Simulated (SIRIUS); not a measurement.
System: Si2Mo.

```yaml
crystal:
  lattice:
    - [0.00000, -3.20000, 0.00000]
    - [3.20000, 0.00000, 0.00000]
    - [-1.60000, 1.60000, 3.93050]
  atoms:
    - { symbol: Mo, position: [0.99522, 0.00186, 0.01288] }
    - { symbol: Si, position: [0.66931, 0.69432, 0.34715] }
    - { symbol: Si, position: [0.33431, 0.34581, 0.66631] }
```

Space group P1; not relaxed (largest force 0.9 eV/Å).

These are results of Kohn-Sham DFT of a periodic cell, PBE, all-electron FP-LAPW (SIRIUS), not measurements.

Q: What can the converged electron density tell about the bonding?

A: Si–Mo (2.55 Å): ρ is about 0.45 e/Å³ halfway.
Si–Si (2.56 Å): ρ at the midpoint is about 0.36 e/Å³.
Si–Si (2.59 Å): ρ is about 0.34 e/Å³ halfway.
Si–Mo (2.63 Å): ρ is about 0.39 e/Å³ halfway.

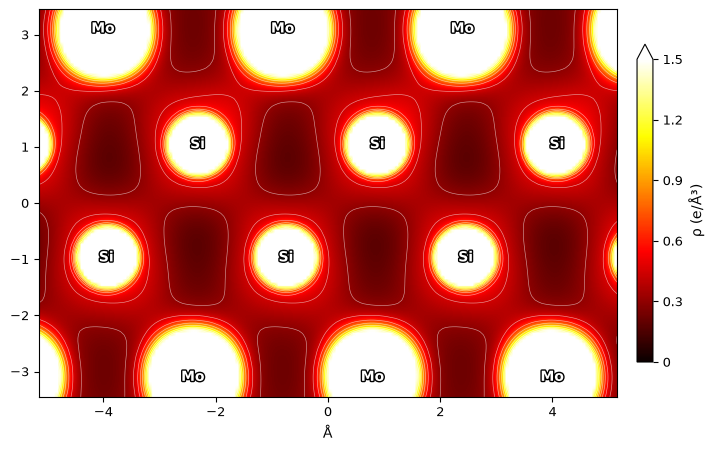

Computed electron density on the (101) plane of the conventional cell. 

The calculation treats all electrons.
